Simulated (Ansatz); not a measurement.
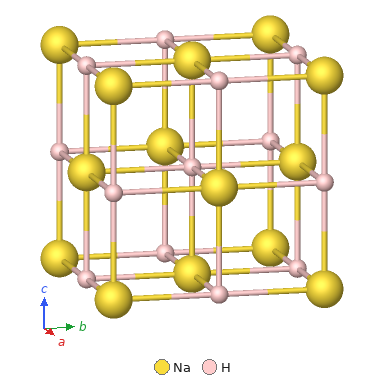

System: NaH, space group Fm-3m (No. 225). The picture shows the conventional cell.

The given structure:
```xyz
2
Lattice="0.0000 2.4400 2.4400 2.4400 0.0000 2.4400 2.4400 2.4400 0.0000" Properties=species:S:1:pos:R:3 pbc="T T T"
Na    0.0000    0.0000    0.0000
H     2.4400    2.4400    2.4400
```

Calculation (Ansatz 0.2.0): all-electron LAPW DFT, no spin polarisation; energies at scaled volumes of the given cell, shape and fractions fixed, counted from the fit's minimum, third-order Birch-Murnaghan fit. Level: PBEsol.

- k mesh: 9×9×9
- occupations: Fermi–Dirac
- smearing width: 0.05 eV
- potentials: all electron LAPW, scalar relativistic
- program settings: basis error eV/atom 0.001

What does the calculation give for the energy against volume? The volume takes the values 13.66, 13.95, 14.24, 14.53, 14.82, 15.11, 15.40 Å³/atom.

A third-order Birch–Murnaghan fit gives V0 = 13.75 Å³/atom, B0 = 24.1 GPa and B′ = 3.8. The energy rises from 0.05 meV/atom at volume 13.66 Å³/atom to 12.35 meV/atom at 15.40 Å³/atom.

```tsv
volume (Å³/atom)	energy (meV/atom)
13.66	0.05
13.95	0.20
14.24	1.22
14.53	3.01
14.82	5.50
15.11	8.64
15.40	12.35
```

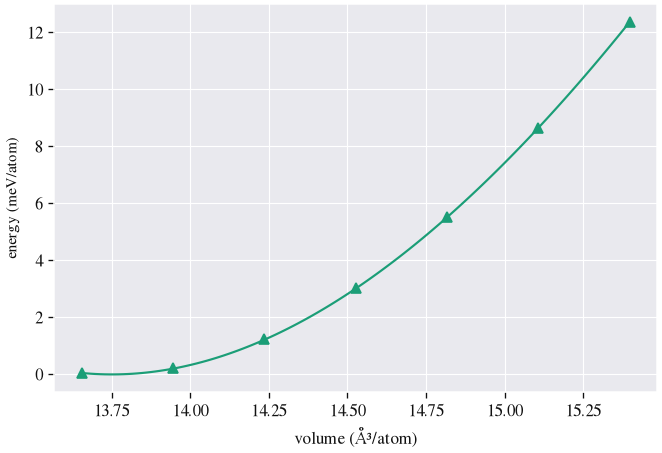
